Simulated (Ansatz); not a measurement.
# Electron scattering at the Σ9 (221) boundary in fcc Au with Zr (substitutional)

Wanted: what the Σ9 (221) boundary in fcc Au with Zr (substitutional) costs an interconnect.

Main program and level: Ansatz 0.2.0; Ansatz plane-wave DFT, PBE, PAW files; relaxation of a bicrystal slab with its lowest layers held; PAW set soft_1, in the first sound run; inputs show where later runs differ.

### Step 1. Set-up

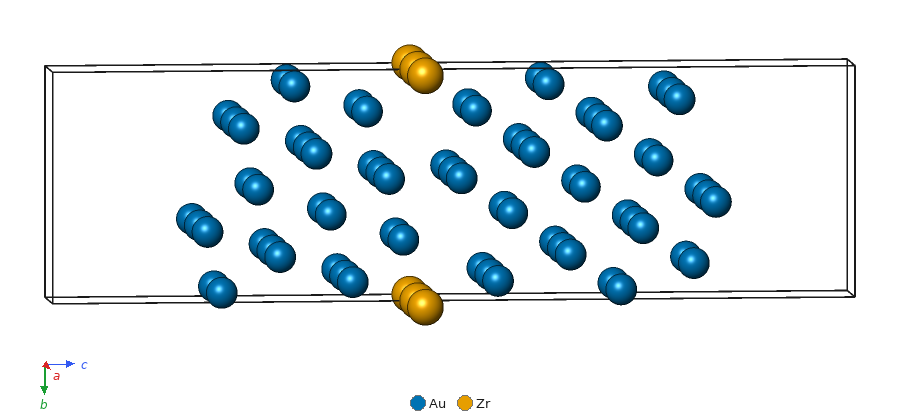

The cell as given, from the side, with the c axis across the page (gold blue, zirconium orange). 2×1×1 cells are drawn. Some periodic images of atoms are drawn too.

The cell holds 28 atoms: 27 Au and 1 Zr. Its edges and angles: a = 2.884 Å, b = 8.651 Å, c = 30.032 Å, α = 90.0°, β = 90.0°, γ = 90.0°. It derives from Au. built on the (2 2 1) plane; 2 overlapping atoms removed and the grains opened by 0 Å. Vacuum lies along c.

### Step 2. Relaxing the bicrystal

The boundary is built by mirroring the lower grain in the boundary plane and removing any atoms that overlap; then the Zr is put in at the boundary. A thin bicrystal slab is relaxed first, with the lowest layers held and the upper grain free to shift and open.

Input file input.yaml:

```yaml
crystal:
  lattice:
    - [2.8837582304, 0.0, 0.0]
    - [0.0, 8.6512746911, 0.0]
    - [0.0, 0.0, 30.0318333324]
  atoms:
    - { symbol: Au, position: [0.0, 0.6666666667, 0.1664900023] }
    - { symbol: Au, position: [0.5, 0.9444444445, 0.1891229307] }
    - { symbol: Au, position: [0.0, 0.2222222223, 0.2117558591] }
    - { symbol: Au, position: [0.5, 0.5, 0.2343887875] }
    - { symbol: Au, position: [0.0, 0.7777777778, 0.2570217158] }
    - { symbol: Au, position: [0.5, 0.0555555556, 0.2796546442] }
    - { symbol: Au, position: [0.0, 0.3333333334, 0.3022875726] }
    - { symbol: Au, position: [0.5, 0.6111111111, 0.324920501] }
    - { symbol: Au, position: [0.0, 0.8888888889, 0.3475534294] }
    - { symbol: Au, position: [0.5, 0.1666666667, 0.3701863578] }
    - { symbol: Au, position: [0.0, 0.4444444445, 0.3928192862] }
    - { symbol: Au, position: [0.5, 0.7222222222, 0.4154522146] }
    - { symbol: Zr, position: [0.0, 0.0, 0.438085143] }
    - { symbol: Au, position: [0.0, 0.4444444445, 0.4833509998] }
    - { symbol: Au, position: [0.5, 0.1666666667, 0.5059839282] }
    - { symbol: Au, position: [0.0, 0.8888888889, 0.5286168566] }
    - { symbol: Au, position: [0.5, 0.6111111111, 0.5512497849] }
    - { symbol: Au, position: [0.0, 0.3333333334, 0.5738827133] }
    - { symbol: Au, position: [0.5, 0.0555555556, 0.5965156417] }
    - { symbol: Au, position: [0.0, 0.7777777778, 0.6191485701] }
    - { symbol: Au, position: [0.5, 0.5, 0.6417814985] }
    - { symbol: Au, position: [0.0, 0.2222222223, 0.6644144269] }
    - { symbol: Au, position: [0.5, 0.9444444445, 0.6870473553] }
    - { symbol: Au, position: [0.0, 0.6666666667, 0.7096802837] }
    - { symbol: Au, position: [0.5, 0.3888888889, 0.7323132121] }
    - { symbol: Au, position: [1.0, 0.1111111112, 0.7549461405] }
    - { symbol: Au, position: [0.5, 0.8333333334, 0.7775790689] }
    - { symbol: Au, position: [0.0, 0.5555555556, 0.8002119973] }
kpoints:
  mp_grid: { grid: [8, 3, 1] }
hamiltonian:
  xc: pbe
  pseudopotentials: { kind: paw, azcp: { folder: soft_1 } }
scf:
  occupations: { method: fermi_dirac, width: 0.1 }
relax:
  f_tol: 0.03
  max_steps: 80
  constraints: [{ sites: [0, 1, 2, 3, 4] }]
```

Launch:

```
> ansatz run input.yaml --threads 4 --pin off --max-ram 15360MiB --backend cpu --events-out ev --progress --plain --runs-dir out
```

Numbers of over 12 decimals in the logs are rounded to 6 here.

The program printed:

```text
Engine: ansatz 0.2.0, aarch64-unknown-linux-gnu
Pseudopotentials: kind: paw
Pseudopotential: Au, paw, valence charge 19, recommended cutoff 420 eV (normal), soft_1/Au.paw.azcp
Pseudopotential: Zr, paw, valence charge 12, recommended cutoff 420 eV (normal), soft_1/Zr.paw.azcp
Functional definition: PBE
  parameter kappa = 0.804
  parameter beta = 0.066725
  exchange = pbe_x(kappa = kappa, mu = beta*pi^2/3)
  correlation = pbe_c(beta = beta)
Crystal: 28 atoms, lattice volume = 749.240 Å³
Basis set: ecut = 420 eV, 14629 PW (Γ), exchange–correlation on 40×120×432 points (8 copies of the dense FFT grid, shifted against one another)
Bands: 315, of which v1, the nominal top of the filled ones, is band 263 counted from 1 (262 counted from 0)
Symmetry: 2 space group operations
Space group: Pm (ITA 6), of the structure as read, at distance tolerance 9.1e-5 Å
k-points: 10 of 24 (time reversal used)
Non-local potential: Au, projectors of the file, l = 0: 3, l = 1: 2, l = 2: 2, l = 3: 1
Non-local potential: Zr, projectors of the file, l = 0: 3, l = 1: 2, l = 2: 2, l = 3: 1
PAW form: soft (Blöchl's): semilocal exchange-correlation on the pseudo side does not see the compensation charge
PAW one-centre angular grid: Au, 590 points (default); XC on 64 Gauss nodes
PAW one-centre angular grid: Zr, 590 points (default); XC on 64 Gauss nodes
Initial density: superposition of atomic densities (neutral atoms: chi_scale 0, normalization atom)
Initial wavefunctions: pseudopotential atomic-orbital guess
Functional: x = pbe(κ = 0.804, μ = 0.219515), c = pbe(β = 0.066725)
SCF iter   1: F=—  HF=-359274.741906 eV  |F-HF|=—  |Δ(HF+E_count)|=         —  Δρ=6.45e-2  dr2=1.02e2  ethr=3.10e-3  ⟨swp⟩=6.0  Hψ=11695  notcnv=0  defer=143
preconditioner: auto → LDOS  [metal: Δε(μ)=0.065 eV  Ē_g=8.587 eV  σ=0.100 eV  W_gap=0.16  n_scr=208 (ndim 8)  ℏωp=23.5 eV  f_vac=0.318  D(μ)=9.64/eV (n_scr^D=50)  β→1.0]
SCF iter   2: F=—  HF=-359272.838448 eV  |F-HF|=—  |Δ(HF+E_count)|=    1.90e0  Δρ=6.22e-2  dr2=4.10e1  ethr=3.10e-3  ⟨swp⟩=3.0  Hψ=7251  notcnv=0  defer=312
SCF iter   3: F=—  HF=-359263.900615 eV  |F-HF|=—  |Δ(HF+E_count)|=    8.94e0  Δρ=5.38e-3  dr2=5.55e-1  ethr=3.10e-3  ⟨swp⟩=2.2  Hψ=6110  notcnv=0  defer=326
SCF iter   4: F=—  HF=-359263.842730 eV  |F-HF|=—  |Δ(HF+E_count)|=   5.79e-2  Δρ=1.88e-3  dr2=9.06e-2  ethr=1.06e-4  ⟨swp⟩=2.5  Hψ=5200  notcnv=0  defer=320
SCF iter   5: F=—  HF=-359263.835387 eV  |F-HF|=—  |Δ(HF+E_count)|=   7.34e-3  Δρ=7.68e-4  dr2=8.57e-3  ethr=1.73e-5  ⟨swp⟩=2.1  Hψ=4322  notcnv=0  defer=320
SCF iter   6: F=—  HF=-359263.835347 eV  |F-HF|=—  |Δ(HF+E_count)|=   3.97e-5  Δρ=2.52e-4  dr2=1.02e-3  ethr=1.63e-6  ⟨swp⟩=2.1  Hψ=4522  notcnv=0  defer=320
SCF iter   7: F=—  HF=-359263.835248 eV  |F-HF|=—  |Δ(HF+E_count)|=   9.92e-5  Δρ=9.76e-5  dr2=8.10e-5  ethr=1.94e-7  ⟨swp⟩=2.4  Hψ=4681  notcnv=0  defer=320
SCF iter   8: F=-359263.835272 eV  HF=-359263.835266 eV  |F-HF|=5.51e-6  |Δ(HF+E_count)|=   1.82e-5  Δρ=4.63e-5  dr2=9.99e-6  ethr=4.29e-9  ⟨swp⟩=4.9  Hψ=11182  notcnv=0
SCF 1 converged in 8 iterations: F = -359263.835272 eV  dr2 = 9.99e-6
  greatest PAW one-centre occupation: 1.000 electrons in one spin orbital (limit 2), on the Au atom at site 11 (counted from 0), in its partial waves of l = 0
relax step   1: F+E_penalty+E_count = -359263.83527177 eV  Δ(F+E_penalty+E_count) = +0.000e0 eV  max|allowed force component| = 8.448e-1 eV/Å  Δτ_max = 0.0000 Å  (8 SCF iters, dr2 threshold 2.25e-5 eV, accepted)
Initial density: handed on by an earlier stage of this run
Initial wavefunctions: those handed on with the density
iter 1 solved again at ethr=5.50e-5 eV; its pass at ethr=3.10e-3 eV (dr2=2.89e-1 eV) is discarded
SCF iter   1: F=—  HF=-359264.270608 eV  |F-HF|=—  |Δ(HF+E_count)|=         —  Δρ=5.73e-3  dr2=2.91e-1  ethr=5.50e-5  ⟨swp⟩=2.1  Hψ=12189  notcnv=0  defer=312
preconditioner: auto → LDOS  [metal: Δε(μ)=0.050 eV  Ē_g=9.528 eV  σ=0.100 eV  W_gap=0.12  n_scr=208 (ndim 8)  ℏωp=23.8 eV  f_vac=0.312  D(μ)=10.80/eV (n_scr^D=54)  β→1.0]
SCF iter   2: F=—  HF=-359264.280480 eV  |F-HF|=—  |Δ(HF+E_count)|=   9.87e-3  Δρ=3.83e-3  dr2=3.17e-1  ethr=5.50e-5  ⟨swp⟩=2.0  Hψ=5390  notcnv=0  defer=312
SCF iter   3: F=—  HF=-359264.209503 eV  |F-HF|=—  |Δ(HF+E_count)|=   7.10e-2  Δρ=8.02e-4  dr2=8.64e-3  ethr=5.50e-5  ⟨swp⟩=2.0  Hψ=5132  notcnv=0  defer=312
SCF iter   4: F=—  HF=-359264.208694 eV  |F-HF|=—  |Δ(HF+E_count)|=   8.09e-4  Δρ=3.07e-4  dr2=1.59e-3  ethr=1.65e-6  ⟨swp⟩=2.4  Hψ=5238  notcnv=0  defer=314
SCF iter   5: F=—  HF=-359264.208365 eV  |F-HF|=—  |Δ(HF+E_count)|=   3.29e-4  Δρ=7.43e-5  dr2=7.26e-5  ethr=3.03e-7  ⟨swp⟩=3.0  Hψ=4994  notcnv=0  defer=314
SCF iter   6: F=-359264.208361 eV  HF=-359264.208364 eV  |F-HF|=3.03e-6  |Δ(HF+E_count)|=   4.41e-7  Δρ=3.23e-5  dr2=1.04e-5  ethr=8.50e-9  ⟨swp⟩=4.5  Hψ=10332  notcnv=0
SCF 2 converged in 6 iterations: F = -359264.208361 eV  dr2 = 1.04e-5
relax step   2: F+E_penalty+E_count = -359264.20836142 eV  Δ(F+E_penalty+E_count) = -3.731e-1 eV  max|allowed force component| = 3.114e-1 eV/Å  Δτ_max = 0.1978 Å  (6 SCF iters, dr2 threshold 4.46e-5 eV, accepted)
SCF iter   1: F=—  HF=-359264.543621 eV  |F-HF|=—  |Δ(HF+E_count)|=         —  Δρ=7.39e-3  dr2=4.21e-1  ethr=9.67e-4  ⟨swp⟩=5.7  Hψ=8461  notcnv=0  defer=316
preconditioner: auto → LDOS  [metal: Δε(μ)=0.050 eV  Ē_g=9.485 eV  σ=0.100 eV  W_gap=0.12  n_scr=208 (ndim 8)  ℏωp=23.8 eV  f_vac=0.308  D(μ)=10.99/eV (n_scr^D=54)  β→1.0]
SCF iter   2: F=—  HF=-359264.525510 eV  |F-HF|=—  |Δ(HF+E_count)|=   1.81e-2  Δρ=5.04e-3  dr2=3.87e-1  ethr=8.01e-5  ⟨swp⟩=2.6  Hψ=6435  notcnv=0  defer=321
SCF iter   3: F=—  HF=-359264.429948 eV  |F-HF|=—  |Δ(HF+E_count)|=   9.56e-2  Δρ=8.78e-4  dr2=8.28e-3  ethr=7.37e-5  ⟨swp⟩=2.1  Hψ=4813  notcnv=0  defer=321
SCF iter   4: F=—  HF=-359264.428282 eV  |F-HF|=—  |Δ(HF+E_count)|=   1.67e-3  Δρ=3.44e-4  dr2=1.86e-3  ethr=1.58e-6  ⟨swp⟩=3.0  Hψ=6147  notcnv=0  defer=321
SCF iter   5: F=—  HF=-359264.427976 eV  |F-HF|=—  |Δ(HF+E_count)|=   3.06e-4  Δρ=1.13e-4  dr2=1.49e-4  ethr=3.55e-7  ⟨swp⟩=2.0  Hψ=4533  notcnv=0  defer=316
SCF iter   6: F=—  HF=-359264.427955 eV  |F-HF|=—  |Δ(HF+E_count)|=   2.12e-5  Δρ=3.36e-5  dr2=1.74e-5  ethr=2.83e-8  ⟨swp⟩=2.0  Hψ=4793  notcnv=0  defer=316
SCF iter   7: F=-359264.427955 eV  HF=-359264.427955 eV  |F-HF|=2.23e-7  |Δ(HF+E_count)|=   4.73e-7  Δρ=1.14e-5  dr2=8.26e-7  ethr=1.15e-9  ⟨swp⟩=5.0  Hψ=11047  notcnv=0
SCF 3 converged in 7 iterations: F = -359264.427955 eV  dr2 = 8.26e-7
relax step   3: F+E_penalty+E_count = -359264.42795479 eV  Δ(F+E_penalty+E_count) = -2.196e-1 eV  max|allowed force component| = 1.898e-1 eV/Å  Δτ_max = 0.1909 Å  (7 SCF iters, dr2 threshold 6.06e-6 eV, accepted)
[... from here on, the SCF cycles and remarks between the steps are left out ...]
relax step   4: F+E_penalty+E_count = -359264.55989083 eV  Δ(F+E_penalty+E_count) = -1.319e-1 eV  max|allowed force component| = 6.630e-2 eV/Å  Δτ_max = 0.2000 Å  (7 SCF iters, dr2 threshold 4.89e-6 eV, accepted)
relax step   5: F+E_penalty+E_count = -359264.63533508 eV  Δ(F+E_penalty+E_count) = -7.544e-2 eV  max|allowed force component| = 3.957e-2 eV/Å  Δτ_max = 0.2000 Å  (9 SCF iters, accepted)
relax step   6: F+E_penalty+E_count = -359264.66547270 eV  Δ(F+E_penalty+E_count) = -3.014e-2 eV  max|allowed force component| = 4.559e-2 eV/Å  Δτ_max = 0.1949 Å  (9 SCF iters, accepted)
relax step   7: F+E_penalty+E_count = -359264.67333074 eV  Δ(F+E_penalty+E_count) = -7.858e-3 eV  max|allowed force component| = 1.655e-2 eV/Å  Δτ_max = 0.1186 Å  (9 SCF iters, accepted)
relax step   8: F+E_penalty+E_count = -359264.68012802 eV  Δ(F+E_penalty+E_count) = -6.797e-3 eV  max|allowed force component| = 1.390e-2 eV/Å  Δτ_max = 0.1342 Å  (8 SCF iters, accepted)
relax step   9: F+E_penalty+E_count = -359264.68671351 eV  Δ(F+E_penalty+E_count) = -6.585e-3 eV  max|allowed force component| = 5.271e-2 eV/Å  Δτ_max = 0.1935 Å  (8 SCF iters, accepted)
relax step  10: F+E_penalty+E_count = -359264.67916252 eV  Δ(F+E_penalty+E_count) = +7.551e-3 eV  max|allowed force component| = 1.523e-1 eV/Å  Δτ_max = 0.1921 Å  (7 SCF iters, dr2 threshold 1.96e-6 eV, rejected (line search))
relax step  11: F+E_penalty+E_count = -359264.69078295 eV  Δ(F+E_penalty+E_count) = -4.069e-3 eV  max|allowed force component| = 3.364e-2 eV/Å  Δτ_max = 0.0930 Å  (9 SCF iters, accepted)
relax step  12: F+E_penalty+E_count = -359264.69114603 eV  Δ(F+E_penalty+E_count) = -3.631e-4 eV  max|allowed force component| = 3.869e-2 eV/Å  Δτ_max = 0.0576 Å  (8 SCF iters, accepted)
SCF iter   1: F=—  HF=-359264.691451 eV  |F-HF|=—  |Δ(HF+E_count)|=         —  Δρ=2.01e-4  dr2=3.37e-4  ethr=4.42e-7  ⟨swp⟩=3.0  Hψ=6129  notcnv=0  defer=318
preconditioner: auto → LDOS  [metal: Δε(μ)=0.015 eV  Ē_g=9.309 eV  σ=0.100 eV  W_gap=0.04  n_scr=208 (ndim 8)  ℏωp=23.8 eV  f_vac=0.290  D(μ)=11.25/eV (n_scr^D=58)  β→1.0]
SCF iter   2: F=—  HF=-359264.691419 eV  |F-HF|=—  |Δ(HF+E_count)|=   3.18e-5  Δρ=1.40e-4  dr2=3.51e-4  ethr=6.42e-8  ⟨swp⟩=2.6  Hψ=6110  notcnv=0  defer=318
SCF iter   3: F=—  HF=-359264.691366 eV  |F-HF|=—  |Δ(HF+E_count)|=   5.25e-5  Δρ=2.84e-5  dr2=9.70e-6  ethr=6.42e-8  ⟨swp⟩=2.0  Hψ=5155  notcnv=0  defer=318
SCF iter   4: F=—  HF=-359264.691396 eV  |F-HF|=—  |Δ(HF+E_count)|=   2.95e-5  Δρ=8.96e-6  dr2=1.26e-6  ethr=1.85e-9  ⟨swp⟩=3.0  Hψ=5926  notcnv=0  defer=318
SCF iter   5: F=—  HF=-359264.691396 eV  |F-HF|=—  |Δ(HF+E_count)|=   1.32e-7  Δρ=3.43e-6  dr2=1.35e-7  ethr=2.40e-10  ⟨swp⟩=2.0  Hψ=4342  notcnv=0  defer=318
SCF iter   6: F=-359264.691396 eV  HF=-359264.691396 eV  |F-HF|=1.05e-9  |Δ(HF+E_count)|=   2.44e-9  Δρ=1.22e-6  dr2=1.44e-8  ethr=1.90e-11  ⟨swp⟩=4.2  Hψ=9976  notcnv=0
SCF 13 converged in 6 iterations: F = -359264.691396 eV  dr2 = 1.44e-8
relax step  13: F+E_penalty+E_count = -359264.69139570 eV  Δ(F+E_penalty+E_count) = -2.497e-4 eV  max|allowed force component| = 4.206e-3 eV/Å  Δτ_max = 0.0048 Å  (6 SCF iters, accepted)
SCF converged after 6 iterations
Free energy (F): -359264.691396 eV
Harris-Foulkes:  -359264.691396 eV  (|F-HF|=1.05e-9)
Internal energy: -359264.326914 eV  (E = F + TS)
E sigma→0 (E₀):  -359264.509155 eV
Entropy (-TS):   -0.364481 eV (-13.017 meV/atom)
Fermi energy:    11.201652 eV
--- Per-component energies (eV) ---
  E_band       = -10426.835606
  E_kinetic    = 15903.631876
  E_local      = -502668.247592  (includes V_loc(G=0)·N_el)
  E_nonlocal   = 2718.640716
  E_hartree    = 245819.795356
  E_xc         = -5955.925461
  E_vxc        = -7225.467734  (∫ρ·V_xc dr)
  E_paw        = -265717.874009  (= ΣΔE_a)
  E_vpaw       = -10795.058629  (= ΣTr[D̂ρ^β])
  E_aug_tail   = 0.044515  (compensation charges beyond the density's cutoff)
  E_ewald      = 150635.607685
  E_smearing   = -0.364481  (= −TS)
  E_closure    = -0.000000  (closes the sum)
  Σ components = -359264.691396   (vs F -359264.691396, Δ=0.00e0)
--- Forces (eV/Å), atoms counted from 1 ---
  atom   1  Au     0.00000000     0.12107291    -0.01817533
  atom   2  Au     0.00000000     0.37659072    -0.28932906
  atom   3  Au    -0.00000000    -0.13684702    -0.07288705
  atom   4  Au    -0.00000000    -0.42633746    -0.27370358
  atom   5  Au     0.00000000     0.06887308     0.65322638
  atom   6  Au     0.00000000     0.00089253    -0.00041914
  atom   7  Au     0.00000000    -0.00005443     0.00008010
  atom   8  Au    -0.00000000    -0.00103075    -0.00080758
  atom   9  Au     0.00000000    -0.00129327    -0.00325165
  atom  10  Au     0.00000000     0.00315138    -0.00182027
  atom  11  Au     0.00000000    -0.00118106     0.00043705
  atom  12  Au     0.00000000    -0.00354327     0.00139437
  atom  13  Zr    -0.00000000    -0.00070546     0.00420599
  atom  14  Au    -0.00000000     0.00068542     0.00052164
  atom  15  Au    -0.00000000     0.00033173    -0.00124748
  atom  16  Au    -0.00000000    -0.00286013     0.00170980
  atom  17  Au    -0.00000000     0.00204806    -0.00115650
  atom  18  Au     0.00000000    -0.00010579     0.00051162
  atom  19  Au    -0.00000000    -0.00132763     0.00059893
  atom  20  Au    -0.00000000     0.00096614    -0.00150160
  atom  21  Au     0.00000000    -0.00009398    -0.00004323
  atom  22  Au    -0.00000000    -0.00095109     0.00110593
  atom  23  Au     0.00000000     0.00028020     0.00071917
  atom  24  Au     0.00000000     0.00063665    -0.00023724
  atom  25  Au    -0.00000000    -0.00084270     0.00030079
  atom  26  Au    -0.00000000     0.00048244    -0.00061924
  atom  27  Au     0.00000000     0.00184262     0.00059620
  atom  28  Au     0.00000000    -0.00063103    -0.00036208
  max |Σ_I F_I| component: 1.53e-4 eV/Å
--- Relaxed structure (13 steps of the walk, 12 accepted, 0 SCFs on fresh bases) ---
  F+E_penalty+E_count = -359264.69139570 eV   max|allowed force component| = 4.206e-3 eV/Å
  atoms:
    - { symbol: Au, position: [0.0, 0.666667, 0.1664900023] }
    - { symbol: Au, position: [0.5, 0.944444, 0.189123] }
    - { symbol: Au, position: [0.0, 0.222222, 0.211756] }
    - { symbol: Au, position: [0.5, 0.500000, 0.2343887875] }
    - { symbol: Au, position: [0.0, 0.777778, 0.257022] }
    - { symbol: Au, position: [0.5, 0.055512, 0.285336] }
    - { symbol: Au, position: [1.6126490149261252e-18, 0.338175, 0.307055] }
    - { symbol: Au, position: [0.5, 0.618016, 0.329228] }
    - { symbol: Au, position: [8.635948354664225e-19, 0.891482, 0.357010] }
    - { symbol: Au, position: [0.5, 0.174526, 0.380453] }
    - { symbol: Au, position: [2.599584246255674e-18, 0.452249, 0.401472] }
    - { symbol: Au, position: [0.5, 0.734711, 0.431306] }
    - { symbol: Zr, position: [6.587881987558511e-18, 0.019779, 0.450464] }
    - { symbol: Au, position: [2.7549685004197258e-17, 0.527160, 0.491932] }
    - { symbol: Au, position: [0.5, 0.238502, 0.508851] }
    - { symbol: Au, position: [2.863737965469793e-17, 0.974870, 0.544052] }
    - { symbol: Au, position: [0.5, 0.696761, 0.561439] }
    - { symbol: Au, position: [2.6199501616900165e-17, 0.411995, 0.583054] }
    - { symbol: Au, position: [0.5, 0.145920, 0.616675] }
    - { symbol: Au, position: [2.6137599616738116e-17, 0.856253, 0.635965] }
    - { symbol: Au, position: [0.5, 0.568551, 0.655730] }
    - { symbol: Au, position: [2.6540400283131834e-17, 0.301907, 0.687759] }
    - { symbol: Au, position: [0.5, 1.012680, 0.708606] }
    - { symbol: Au, position: [2.0062127037830957e-17, 0.726901, 0.726604] }
    - { symbol: Au, position: [0.5, 0.451424, 0.761322] }
    - { symbol: Au, position: [1.0, 0.179608, 0.782009] }
    - { symbol: Au, position: [0.5, 0.919688, 0.807521] }
    - { symbol: Au, position: [3.0866200448334313e-17, 0.648228, 0.820023] }
```

Run time: 15 min. Hardware: 4 threads of Arm Neoverse V2, shared host; peak memory 4.7 GiB.

The steps of the relaxation:

```csv
step,energy less that of the first step (eV),largest force component (eV/Å)
1,0.0000,0.8448
2,-0.3731,0.3114
3,-0.5927,0.1898
4,-0.7246,0.0663
5,-0.8001,0.0396
6,-0.8302,0.0456
7,-0.8381,0.0166
8,-0.8449,0.0139
9,-0.8514,0.0527
10,-0.8439,0.1523
11,-0.8555,0.0336
12,-0.8559,0.0387
13,-0.8561,0.0042
```

Relaxation step 10 was tried and not accepted.

The run keeps the 2 symmetry operations that it works with, so distortions that break them were not tested.

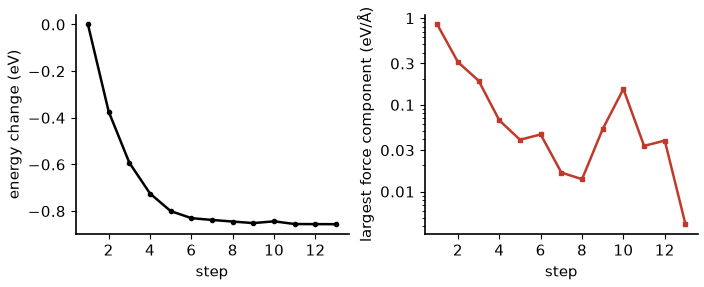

Energy and largest force along the relaxation.

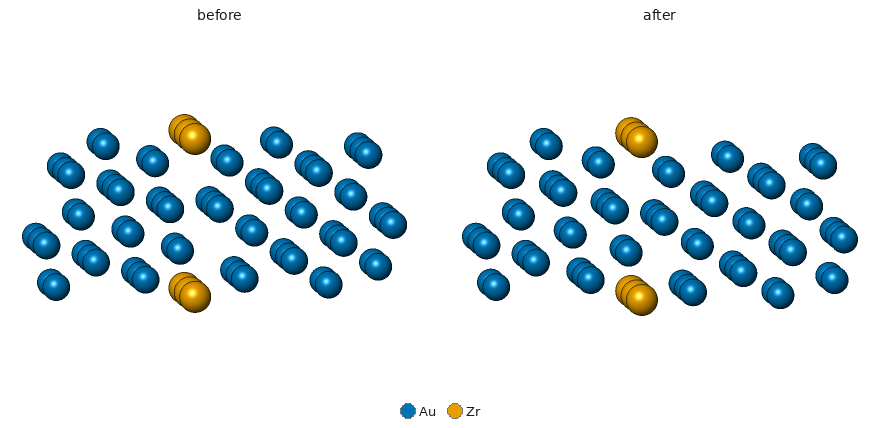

The structure before and after the relaxation, drawn at the same scale.

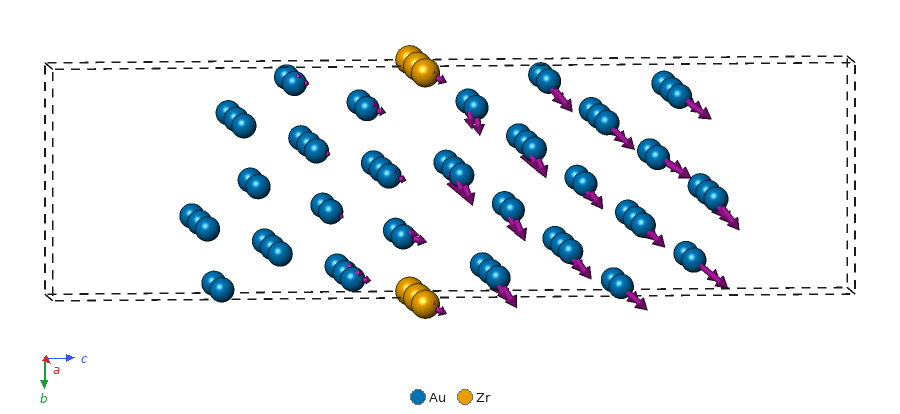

Displacements in the relaxation, exaggerated; the longest in the cell stands for 1.17 Å. 2×1×1 cells are drawn. Some periodic images of atoms are drawn too.

The atoms that moved most (Å):

```csv
atom,dx,dy,dz,length
Au27,0.000,0.747,0.899,1.169
Au25,0.000,0.541,0.871,1.026
Au26,0.000,0.593,0.813,1.006
Au28,0.000,0.802,0.595,0.998
Au19,0.000,0.782,0.605,0.989
Au22,0.000,0.689,0.701,0.983
Au16,0.000,0.744,0.464,0.876
Au23,0.000,0.590,0.647,0.876
```

Numbers from this step:

| Item | Value |
| --- | --- |
| free energy | -359264.6914 eV |
| energy at zero smearing | -359264.5092 eV |
| Fermi energy | 11.20 eV |

The largest force component on a free atom ends at 0.0042 eV/Å, under the tolerance of 0.03, after 13 steps.

(Continued in part 2 of 2.)

[Logs are printed without paths, hosts, clocks, repeated set-up lines and the standing remarks that a program may print on its own settings, such as how far it seeks lower states.]

[Hosts, paths, dates, database ids (printed as entryN), source tags and the programs' standing remarks are cut or masked in the printed files.]
